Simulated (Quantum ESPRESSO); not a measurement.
**Energy of Li along an even scaling of the cell**

System: Li (2 atoms in the cell).
Method: Kohn-Sham DFT of a periodic cell, PBE, SSSP 1.3 efficiency PBE, no spin polarisation (Quantum ESPRESSO 7.5).

The 7 runs differ only in the geometry, by an even scaling of the cell at fixed fractional positions. The structure derives from an entry of the Crystallography Open Database.

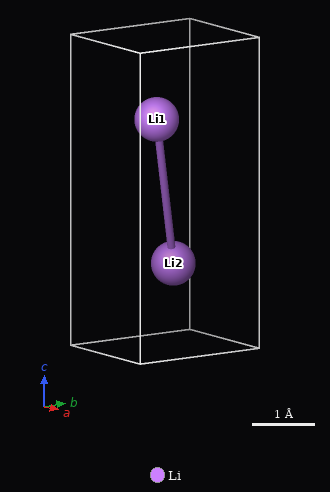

Figure 1. The structure of run 4 (ball-and-stick view of the cell of the calculation, seen slightly off an axis; atoms are numbered from 1 in the order of the input).

### The input of run 4
```
&CONTROL
  calculation = 'scf'
  prefix = 'pwscf'
  outdir = './tmp'
  pseudo_dir = './pseudo'
  tprnfor = .true.
  tstress = .true.
  disk_io = 'low'
/
&SYSTEM
  ibrav = 0
  nat = 2
  ntyp = 1
  ecutwfc = 55
  ecutrho = 440
  nbnd = 8
  occupations = 'smearing'
  smearing = 'fd'
  degauss = 0.00367493
/
&ELECTRONS
  conv_thr = 4d-10
  electron_maxstep = 120
  mixing_beta = 0.5
/
ATOMIC_SPECIES
Li     6.9400 li_pbe_v1.4.uspp.F.UPF
CELL_PARAMETERS angstrom
   3.1110000000    0.0000000000    0.0000000000
  -1.5555000000    2.6942050312    0.0000000000
   0.0000000000    0.0000000000    5.0930000000
ATOMIC_POSITIONS crystal
Li     0.6666666667    0.3333333333    0.7500000000
Li     0.3333333333    0.6666666667    0.2500000000
K_POINTS automatic
10 10 5 0 0 0
```

### File pp_density.in of run 4
```
&INPUTPP
  prefix = 'pwscf'
  outdir = './tmp'
  filplot = 'density.dat'
  plot_num = 0
/
&PLOT
  nfile = 1
  filepp(1) = 'density.dat'
  iflag = 3
  output_format = 6
  fileout = 'density.cube'
/
```

### File pp_potential.in of run 4
```
&INPUTPP
  prefix = 'pwscf'
  outdir = './tmp'
  filplot = 'potential.dat'
  plot_num = 11
/
&PLOT
  nfile = 1
  filepp(1) = 'potential.dat'
  iflag = 3
  output_format = 6
  fileout = 'potential.cube'
/
```

Command:
```bash
OMP_NUM_THREADS=1 pw.x -in pw.in > pw.out
OMP_NUM_THREADS=1 pp.x -in pp_density.in > pp_density.out
OMP_NUM_THREADS=1 pp.x -in pp_potential.in > pp_potential.out
```

Run 3 has the same physical settings and fractional positions; its lattice vectors (Å) are:
```
   3.090120    0.000000    0.000000
  -1.545060    2.676123    0.000000
   0.000000    0.000000    5.058818
```

### Results, with one run withheld

```tsv
run	volume per atom (Å³)	free energy per atom, from the lowest run given (meV)	pressure (GPa)
1	20.063	0.00	0.11
2	20.490	0.11	−0.18
3	20.917	?	?
4	21.344	2.46	−0.69
5	21.771	4.58	−0.91
6	22.198	7.26	−1.11
7	22.625	10.46	−1.29
```

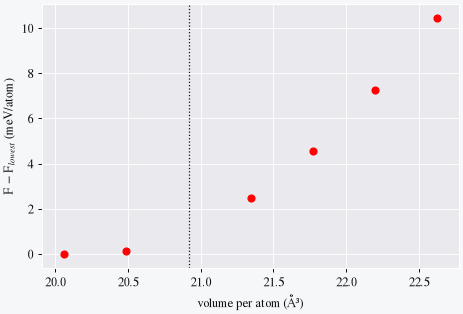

Figure 2. Free energy per atom of the runs given; the dotted line marks run 3.

Fit the runs given and predict run 3.

A cubic polynomial in V^(−2/3) (the Birch–Murnaghan form), fitted to the 6 runs given, misses them by under 0.01 meV per atom. With x = V^(−2/3) − 0.12980 Å⁻², it reads F = 2.6322 − 1088.1 x + 1.1218e+05 x² − 3.55e+05 x³ (meV per atom). At run 3 it gives 0.95 meV per atom, and the run itself gives 0.95. The slope of the fit gives a pressure −dF/dV of −0.44 GPa there, and the run prints −0.45 GPa. The fit has its minimum at 20.213 Å³ per atom, where V d²F/dV² gives 13.7 GPa. Cell shape and fractional positions are held, so this is the stiffness under even scaling; the relaxed bulk modulus wasn't computed.

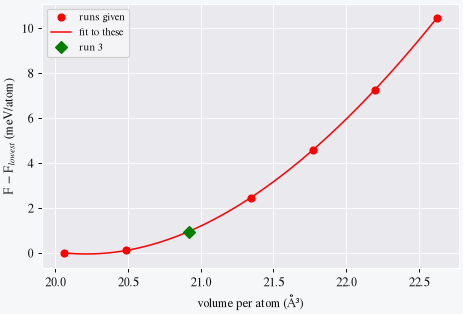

Figure 3. The fit and the withheld run.

### Some lines of the output (run 3)
```
[...]
     number of k points=    42  Fermi-Dirac smearing, width (Ry)=  0.0037
     total energy              =     -28.97282148 Ry
     total energy              =     -28.93523348 Ry
     total energy              =     -28.94280951 Ry
     total energy              =     -28.94447543 Ry
     total energy              =     -28.94443493 Ry
     total energy              =     -28.94443870 Ry
     total energy              =     -28.94443940 Ry
     total energy              =     -28.94443941 Ry
     the Fermi energy is     0.8289 ev
!    total energy              =     -28.94443941 Ry
     The total energy is F=E-TS. E is the sum of the following terms:
     Computing stress (Cartesian axis) and pressure
          total   stress  (Ry/bohr**3)                   (kbar)     P=       -4.46
```
